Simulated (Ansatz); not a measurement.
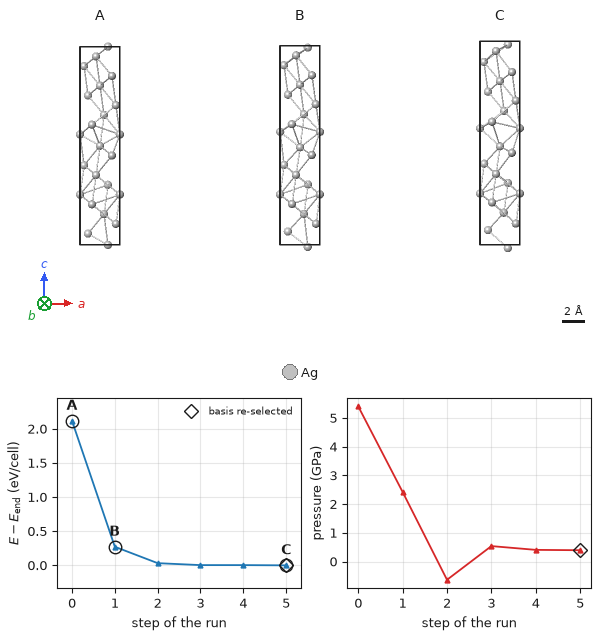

Frames of a relaxation of an interface cell of composition Ag, marked on the history of the run. A ball-and-stick model of the cell of the calculation (origin shifted), seen along the b axis.

Case: symmetric tilt boundary Sigma 5 (2 1 0), mirror between planes, shift [0.5, 0].

The calculation used Ansatz, DFT PBE, scalar-relativistic, plane waves, PAW. (plane-wave cutoff 420 eV; k-point mesh 10 × 10 × 2; occupations gaussian; smearing width 0.1 eV; no spin polarisation; cell relaxed at fixed a, b, alpha, beta, gamma; force threshold 0.02 eV/Å; at most 60 steps)

**What happens along the run?**

The largest moves relative to the cell, 0.30 Å, are those of Ag atoms. The drawn cell changes as follows: a unchanged at 4.147 Å, b unchanged at 5.079 Å, c 18.847 → 19.354 Å (+2.7 %); the volume changes by +2.7 %. Some distances before and after: Ag–Ag 3.075 → 3.498 Å, Ag–Ag 2.337 → 2.691 Å, Ag–Ag 2.731 → 2.988 Å, Ag–Ag 2.932 → 2.795 Å. Over 4 accepted moves (5 points after the start) the energy falls by 2.117 eV per cell of the calculation. Largest force component: 3.7 eV/Å at the start, 0.001 eV/Å at the end. The pressure goes from 5.40 to 0.40 GPa. At 1 point the geometry stayed and the basis and grid were re-selected for the new cell (energy shift of 3.5 meV per cell of the calculation at most each time). The run took 9.8 min on 4 threads of Arm Neoverse V2 (shared host), peak memory 4.1 GiB. From step 0 to 1: Ag atoms move most (0.20 Å), volume +0.5 %, energy −1.845 eV per cell of the calculation. From step 1 to 5: Ag atoms move most (0.11 Å), volume +2.2 %, energy −0.272 eV per cell of the calculation.

```tsv
step	E − E(0), meV/atom	largest force component, eV/Å	pressure, GPa	volume, Å³/atom	note
0	0.00	3.7308	5.40	18.120	
1	-92.24	0.9241	2.42	18.215	
2	-104.25	0.0862	-0.63	18.849	
3	-105.68	0.0135	0.54	18.577	
4	-105.69	0.0010	0.41	18.608	
5	-105.86	0.0010	0.40	18.608	same geometry, new basis
```
